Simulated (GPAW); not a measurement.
System: cubic perovskite-type BaZrO₃, space group Pm-3m, 5 atoms in the cell.

```cif
data_structure
_symmetry_space_group_name_H-M 'Pm-3m'
_symmetry_Int_Tables_number 221
_cell_length_a 4.1913
_cell_length_b 4.1913
_cell_length_c 4.1913
_cell_angle_alpha 90.000
_cell_angle_beta 90.000
_cell_angle_gamma 90.000
_cell_volume 73.63
loop_
_atom_site_label
_atom_site_type_symbol
_atom_site_symmetry_multiplicity
_atom_site_Wyckoff_symbol
_atom_site_fract_x
_atom_site_fract_y
_atom_site_fract_z
_atom_site_occupancy
Ba1 Ba 1 a 0.00000 0.00000 0.00000 1
Zr1 Zr 1 b 0.50000 0.50000 0.50000 1
O1 O 3 c 0.50000 0.50000 0.00000 1
```

GPAW; PBE, GPAW PAW data sets (gpaw-data 1.2.1), no spin polarisation, no spin-orbit coupling, 6×6×6 k mesh, 800 eV cutoff.

What will the band structure and density of states look like? The path is Γ–X–M–Γ–R–X|M–R.

A wide-gap semiconductor or insulator. The gap along this path is 3.20 eV and indirect, from the valence-band top at R to the conduction-band bottom at Γ; the smallest direct gap is 3.42 eV, at Γ. At M the top valence band lies only 0.07 eV lower. Three bands meet at the valence-band top at R: it is triply degenerate (spin aside). The top valence band spans 0.9 eV and the lowest conduction band 2.9 eV. The direct gaps are 6.01 eV at R, 5.75 eV at M and 4.08 eV at X.

LDA, GGA and most meta-GGA functionals understate gaps. The cell is at 4 GPa in this functional.

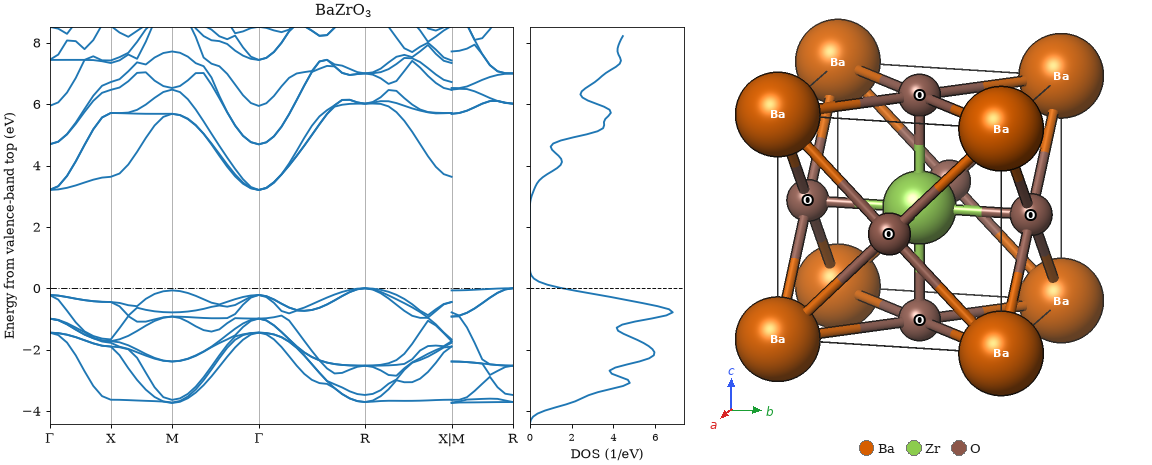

Band structure and density of states, beside the structure. Energies are counted from the top of the valence band. The DOS curve is built from the levels of the k mesh with Gaussians 0.55 eV wide, which also blur the band edges; ripples of that width can come from the mesh.
